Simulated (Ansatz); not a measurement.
CuO

```
Cu O
1.0
     1.60353   -2.76151    0.00000
     4.75553    2.72971    0.00000
     0.00000    0.00000    4.43149
Cu O
4 4
Direct
  0.00000 0.00000 0.00000
  0.50000 0.50000 0.00000
  0.00000 0.00000 0.50000
  0.50000 0.50000 0.50000
  0.50000 0.16667 0.25000
  0.00000 0.66667 0.25000
  0.00000 0.33333 0.75000
  0.50000 0.83333 0.75000
```

Space group P2₁/m; a generated structure, not necessarily the stable one; built by placing these elements on a known structure type; computed pressure about 6 GPa in this cell.

Computed with Ansatz 0.2.0, Kohn-Sham DFT of a periodic cell, PBE, Ansatz PAW.

Core electrons are frozen (PAW), and the valence fields are smoothed inside the atomic spheres.

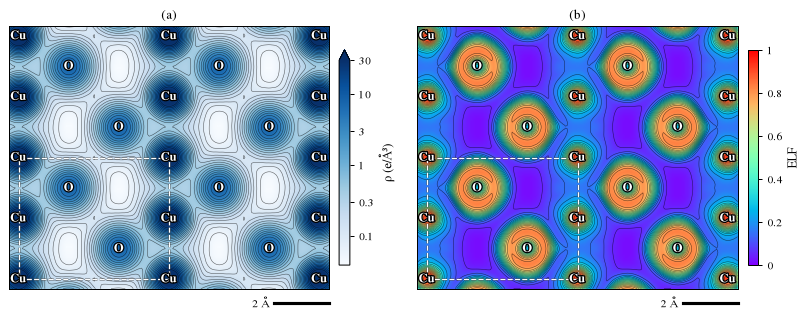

Figure 1. (a) valence electron density; (b) electron localisation function on the (100) plane of the standardised cell.

Q: What do the fields say about this system?

A: The plane passes through Cu and O nuclei.
Cu–O (2.14 Å): ρ at the midpoint is about 0.43 e/Å³; the ELF peaks at about 0.80 in the valence shell of O, 0.6 Å from its nucleus, and is about 0.15 at the midpoint; no shared electron pair shows on this line.
Cu–Cu (2.22 Å): ρ is about 0.4 e/Å³ halfway; the ELF is about 0.15 at the midpoint; no localised pair shows between them.
Between the atoms the lowest density in this plane is 0.04 e/Å³.
The features right at Cu lie inside the PAW spheres, where the map follows smoothed inner orbitals and isn't to be read closely.

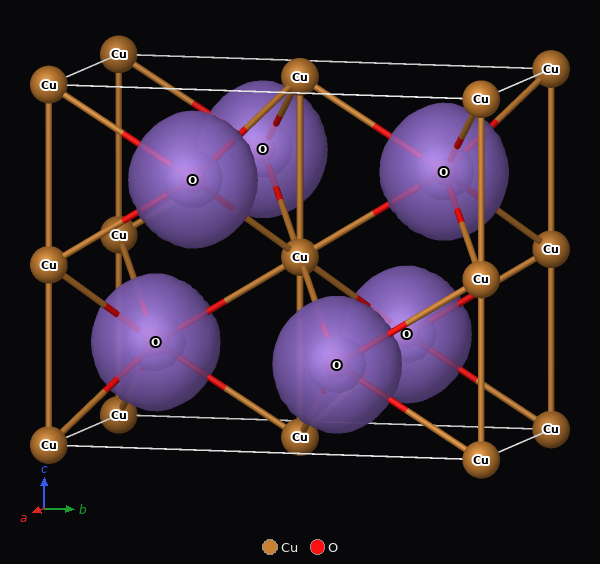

Figure 2. Isosurface of the electron localisation function at 0.7 (purple), seen slightly off an axis. Core shells and regions of very low density are left out. Sticks mark near contacts.

Q: What do the ELF domains correspond to?

A: The ELF exceeds this value in four regions wrapped around O (the valence shell of each), counted in one cell of 8 atoms. Regions shared between cells count once.

Q: Does the calculation give a band gap?

A: It is metallic or semimetallic at this level of theory: no gap opens; semilocal functionals without U, or without the true magnetic order, often close the gap of such compounds.
